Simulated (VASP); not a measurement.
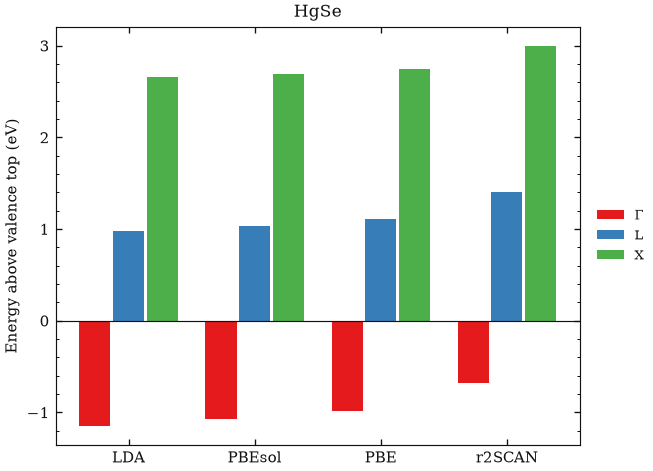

Lowest conduction level at each named k point, counted from the valence-band top at Γ, by several methods on one cell of zincblende HgSe, space group F-43m, 2 atoms in the primitive cell; cubic a = 6.146 Å. All runs are without spin-orbit coupling and carry no moments. A negative value at Γ means that the s-like level, then filled, lies under the p-like triplet: the bands are inverted and there is no gap.

```
method  program  Γ (eV)  L (eV)  X (eV)
   LDA     VASP   −1.15    0.98    2.66
PBEsol     VASP   −1.07    1.03    2.69
   PBE     VASP   −0.98    1.11    2.75
r2SCAN     VASP   −0.68    1.40    3.00
```

What does HSE06 give? It was run as: HSE06, VASP PAW PBE potentials, release 64 (Hg, Se), 6×6×6 k mesh, 520 eV cutoff, Gaussian smearing of 0.03 eV (VASP 6.6.1).

Answer. HSE06 gives −0.21 eV at Γ, 1.96 eV at L and 3.65 eV at X, which is +0.77 eV from PBE at Γ.

Does HSE06 shift these levels rigidly from PBE?

Answer. The shifts are +0.77 eV at Γ, +0.85 eV at L and +0.90 eV at X: a spread of 0.13 eV on a mean of 0.84 eV, so one shift describes them only roughly.

How do the methods rank at Γ?

Answer. From low to high: LDA −1.15, PBEsol −1.07, PBE −0.98, r2SCAN −0.68, HSE06 −0.21 eV. Too close to rank are LDA against PBEsol (different potentials and cutoffs).

Settings. LDA: VASP PAW LDA potentials, release 64 (Hg, Se), 10×10×10 k mesh, 520 eV cutoff, Gaussian smearing of 0.03 eV (VASP). PBEsol: VASP PAW PBE potentials, release 64 (Hg, Se), 10×10×10 k mesh, 600 eV cutoff, Gaussian smearing of 0.03 eV (VASP 6.6.1). PBE: VASP PAW PBE potentials, release 64 (Hg, Se), 10×10×10 k mesh, 520 eV cutoff, Gaussian smearing of 0.03 eV (VASP 6.6.1). r2SCAN: VASP PAW PBE potentials, release 64 (Hg, Se), 10×10×10 k mesh, 520 eV cutoff, Gaussian smearing of 0.03 eV (VASP 6.6.1).

These are five of the 7 methods that were run on this cell. Spin-orbit coupling is left out, which matters for Hg and Se. The cell was derived from a database entry in an earlier step, so it needn't be the measured one. PBEsol, r2SCAN and HSE06: the PAW data sets were made with another functional.
